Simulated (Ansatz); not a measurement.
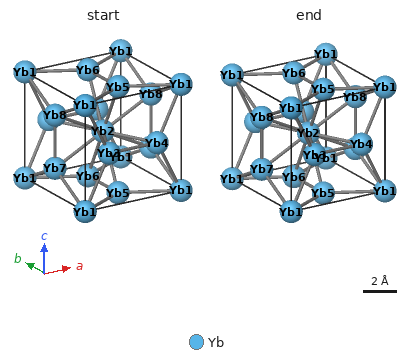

The structure of solid Yb (a generated structure, set up in Pm-3n) before (left) and after (right) a relaxation, at one scale.

A ball-and-stick model of the cell of the calculation, seen from a free direction.

Phase: A15.

All numbers below come from Ansatz 0.2.0, DFT, revPBE, plane waves (420 eV) with PAW, scalar-relativistic. Settings: plane-wave cutoff 420 eV; k-point mesh 4 × 4 × 4; occupations fermi dirac; smearing width 0.1 eV; no spin polarisation; cell and atoms relaxed; force threshold 0.01 eV/Å; at most 60 steps.

> Describe what moved and what it gained.

No atom moves by more than 0.005 Å relative to the cell. Cell: a = b = c 6.912 → 6.759 Å (−2.2 %). Volume −6.5 %. Among the contacts that change: Yb1–Yb3 3.864 → 3.778 Å, Yb3–Yb4 3.456 → 3.379 Å. The space group stays Pm-3n (No. 223). After 3 accepted moves (4 points after the start) the energy has fallen by 8.9 meV per atom. All forces vanish by symmetry, so only the cell relaxes. Pressure: −0.99 GPa at the start and −0.02 GPa at the end. At 1 point the geometry stayed and the basis and grid were re-selected for the new cell (energy shift of 0.6 meV per atom at most each time).

Limits of the set-up: 4f states are treated without a Hubbard U.
